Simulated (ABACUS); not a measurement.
## A series of single points on Sn

System: Sn (2 atoms in the cell).
Method: Kohn-Sham DFT of a periodic cell, PBE, PseudoDojo NC SR 0.4.1 PBE standard, no spin polarisation (ABACUS 3.10.1).

The 7 runs differ only in the geometry, by an even scaling of the cell at fixed fractional positions. The structure derives from a Materials Project entry.

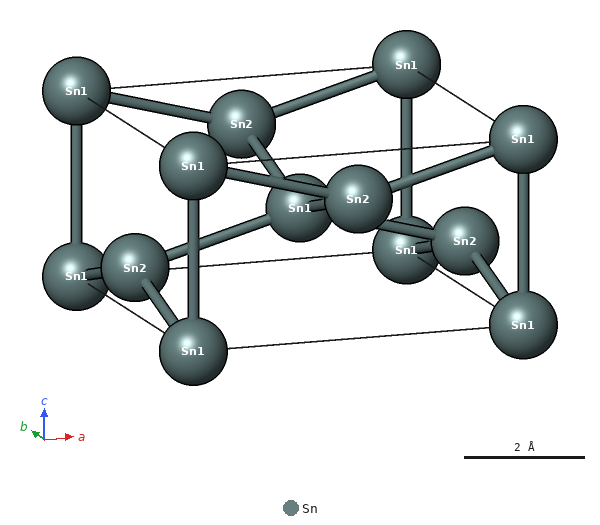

Figure 1. The structure of run 4 (ball-and-stick view of the cell 2 times as large as that of the calculation, set on its symmetry axes, seen slightly off an axis; atoms are numbered from 1 in the order of the input).

## Input of run 4
```
INPUT_PARAMETERS
suffix              Sn
calculation         scf
basis_type          lcao
pseudo_dir          ./
orbital_dir         ./
symmetry            1
dft_functional      pbe
ecutwfc             100
pseudo_rcut         10
nspin               1
nbands              18
ks_solver           genelpa
smearing_method     fd
smearing_sigma      0.00367493
scf_thr             1e-07
scf_nmax            100
mixing_type         broyden
mixing_beta         0.7
cal_force           1
cal_stress          1
out_mul             1
```

## File STRU of run 4
```
ATOMIC_SPECIES
Sn 118.7100 Sn.upf

NUMERICAL_ORBITAL
Sn_confined-atom_8au_2s2p2d.orb

LATTICE_CONSTANT
1.8897261246

LATTICE_VECTORS
-2.9401404553 2.9401404553 1.5993019889
2.9401404553 -2.9401404553 1.5993019889
2.9401404553 2.9401404553 -1.5993019889

ATOMIC_POSITIONS
Direct

Sn
0.0
2
0.0000000000 0.0000000000 0.0000000000 1 1 1
0.7500000000 0.2500000000 0.5000000000 1 1 1
```

## File KPT of run 4
```
K_POINTS
0
Gamma
9 9 9 0 0 0
```

Command:
```bash
OMP_NUM_THREADS=1 mpirun -np 4 abacus > log
```

Run 2 differs from it as follows:
```diff
--2.9401404553 2.9401404553 1.5993019889
-2.9401404553 -2.9401404553 1.5993019889
-2.9401404553 2.9401404553 -1.5993019889
+-2.9004039564 2.9004039564 1.5776871502
+2.9004039564 -2.9004039564 1.5776871502
+2.9004039564 2.9004039564 -1.5776871502
```

## Results, with one run withheld

| run | volume per atom (Å³) | free energy per atom, from the lowest run given (meV) | pressure (GPa) |
| --- | --- | --- | --- |
| 1 | 25.991 | 50.17 | 6.25 |
| 2 | 26.544 | ? | ? |
| 3 | 27.097 | 17.25 | 3.39 |
| 4 | 27.650 | 7.69 | 2.18 |
| 5 | 28.203 | 2.07 | 1.10 |
| 6 | 28.756 | 0.00 | 0.12 |
| 7 | 29.309 | 1.11 | −0.75 |

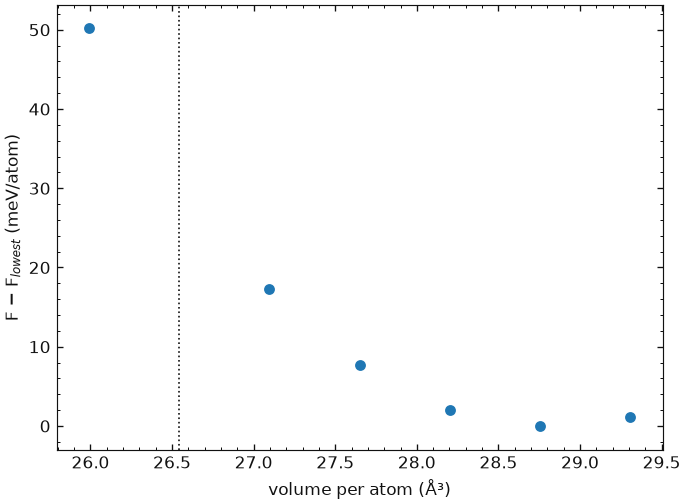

Figure 2. Free energy per atom of the runs given; the dotted line marks run 2.

Estimate the energy of run 2 from the others.

A cubic polynomial in V^(−2/3) (the Birch–Murnaghan form), fitted to the 6 runs given, misses them by at most 0.01 meV per atom. With x = V^(−2/3) − 0.10897 Å⁻², it reads F = 5.7928 + 4473.4 x + 8.6711e+05 x² + 2.8188e+06 x³ (meV per atom). At run 2 it gives 31.24 meV per atom, and the run itself gives 31.26. The slope of the fit gives a pressure −dF/dV of 4.74 GPa there, and the run prints 4.74 GPa. The fit has its minimum at 28.830 Å³ per atom, where V d²F/dV² gives 47.2 GPa. Cell shape and fractional positions are held, so this is the stiffness under even scaling; the relaxed bulk modulus wasn't computed.

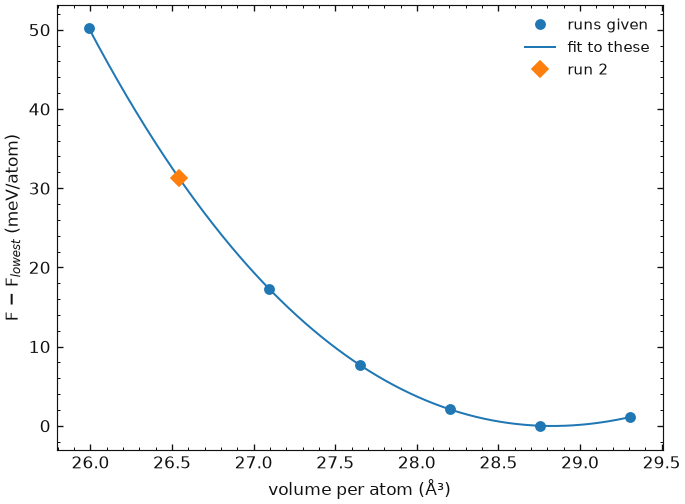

Figure 3. The fit and the withheld run.

## Some lines of the output (run 2)
```
[...]
                             Volume (A^3) = 53.0881
 E_Fermi        0.8456085602         11.5050946961
 E_Fermi        0.8421240842         11.4576859676
 E_Fermi        0.8416646672         11.4514352793
 E_Fermi        0.8416825614         11.4516787428
 E_Fermi        0.8417102632         11.4520556447
 E_Fermi        0.8417108966         11.4520642627
 E_Fermi        0.8417111578         11.4520678161
 E_KS(sigma->0) -315.2091706535      -4288.6407827417
 E_Fermi        0.8417110858         11.4520668365
 final etot is -4288.6445325 eV
 EFERMI = 11.452066837 eV
 TOTAL-PRESSURE: 47.400038 KBAR
 !FINAL_ETOT_IS -4288.6445325441673049 eV
```

Notes: Points of doubt noted for this run: home made orbitals.
